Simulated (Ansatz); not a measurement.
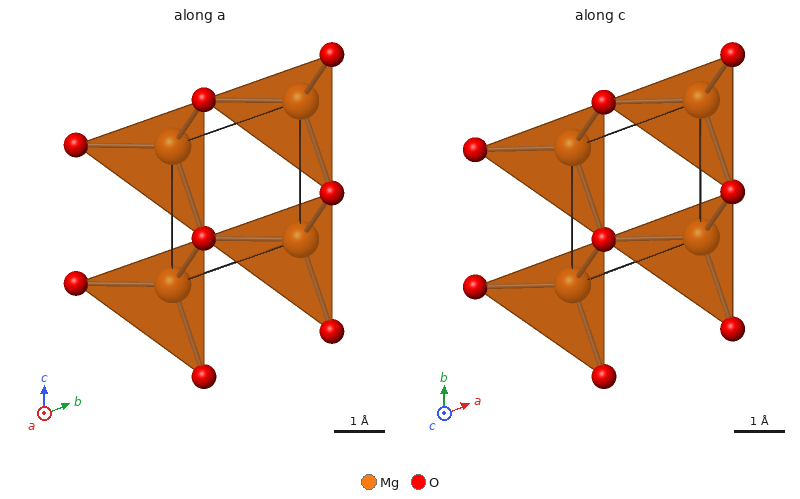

Structure drawing (polyhedral), viewed along the a axis and along the c axis. The lines enclose the simulation cell; boundary atoms appear with their images. A few atoms beyond the faces are included.

The run was set up as follows:
```yaml
crystal:
  lattice:
    - [0.0342300849, 2.2820056627, 2.2820056627]
    - [2.2820056627, 0.0342300849, 2.2820056627]
    - [2.3162357476, 2.3162357476, 0.0]
  atoms:
    - { symbol: Mg, position: [0.0026811211, 0.0026811211, -0.0026811211] }
    - { symbol: O, position: [0.2473188789, 0.2473188789, 0.2526811211] }
kpoints:
  mp_grid: { grid: [6, 6, 6] }
hamiltonian:
  xc: pbe
scf:
  occupations: { method: fixed }
gw:
  n_empty_bands: 99
  ecut_chi: 150
  qp_bands: [v2, c2]
  qp_kpoints: band_edges
  screening: { model: contour_deformation }
```

Method used: G0W0 on PBE, plane waves, PAW in Ansatz. It ran with a kinetic-energy cutoff of 420 eV, the zone sampled with 6×6×6 points, no spin polarisation.

Question: Is it a metal or an insulator at this level of theory?

Answer: An insulator at this level, with a gap of 3.57 eV, direct.

The initial geometry was a structure type filled with these elements by a generator (whether the compound takes this form wasn't checked). Earlier steps of the study may have refined or changed the cell and positions. Ansatz was used for an electronic-structure calculation on it.
